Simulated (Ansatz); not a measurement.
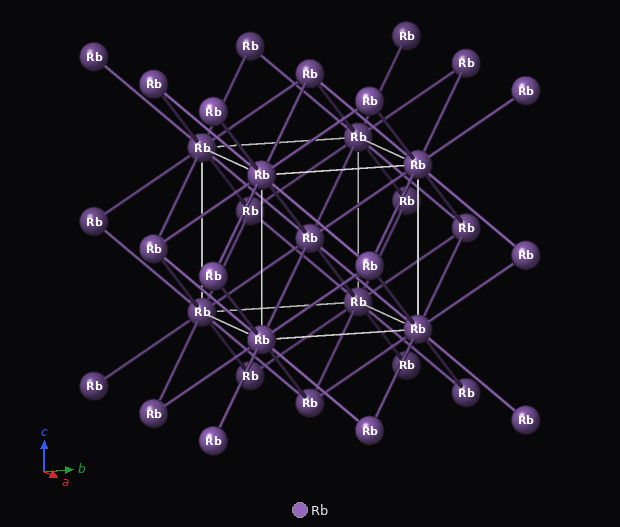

Rb (space group Im-3m, No. 229): the input geometry of an electronic-structure calculation (not necessarily at equilibrium).

Bonds are taken as Rb–Rb below 5.5 Å; no other contact counts. The graph is simplified in the usual way: terminal and isolated atoms are pruned, two-connected atoms become edges.

> What kind of net remains, and which atoms are its nodes?

A uninodal 8-connected, three-periodic net: Rb is an 8-connected node.

> Which named net is it?

It is the bcu net, known from CsCl and the body-centred cubic metals.

> Is the net interpenetrated?

It is a single net, without interpenetration.

> How many nodes does the smallest cycle have?

Four.
